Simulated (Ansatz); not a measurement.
Read the following structure.

```xyz
4
Lattice="3.0886 0.0000 0.0000 0.0000 3.0886 0.0000 0.0000 0.0000 4.3680" Properties=species:S:1:pos:R:3 pbc="T T T"
Al    0.0000    0.0000    0.0000
N     0.0000    1.5443    0.7920
Al    1.5443    1.5443    2.1840
N     1.5443    0.0000    2.9760
```

Q: What crystal do these data define?

A: The material is AlN. The lattice is body-centred orthorhombic and the space group Imm2 (No. 44). Cell content 2 Al, 2 N; Z = 2. The Al atoms are each bonded to four N in a distorted tetrahedral arrangement at 1.74 to 2.08 Å. Each N has four Al in a distorted tetrahedral arrangement at 1.74 to 2.08 Å. The bonds build a three-dimensional framework.

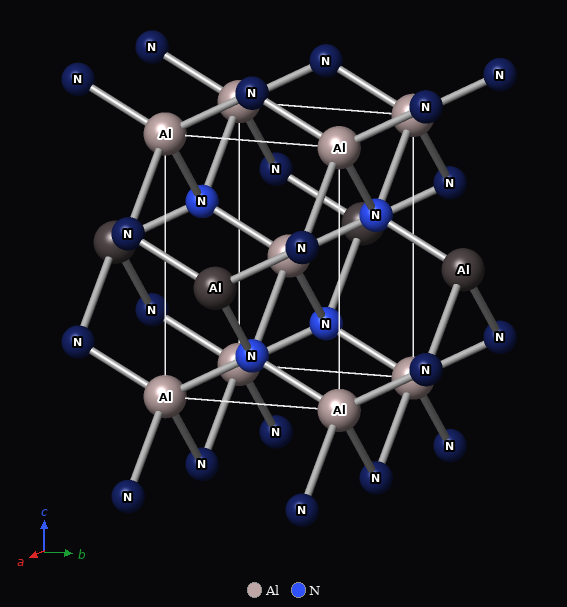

View slightly off an axis, drawn as a ball-and-stick model. Atoms at the boundary of the conventional unit cell (the box) are drawn once for each face, edge or corner they touch. Atoms outside the box are added where they are bonded to one inside, in fainter colours. Colours: aluminium light grey, nitrogen blue.

It goes back to a structure listed in the Materials Project. The cell was then strained or its atoms displaced on purpose. It was the input of a calculation with Ansatz.

At this level of theory the run's own cell isn't at rest (compressed, at 16 GPa and forces up to 4.0 eV/Å), so its distances can differ from those at equilibrium, the more so the softer the solid.
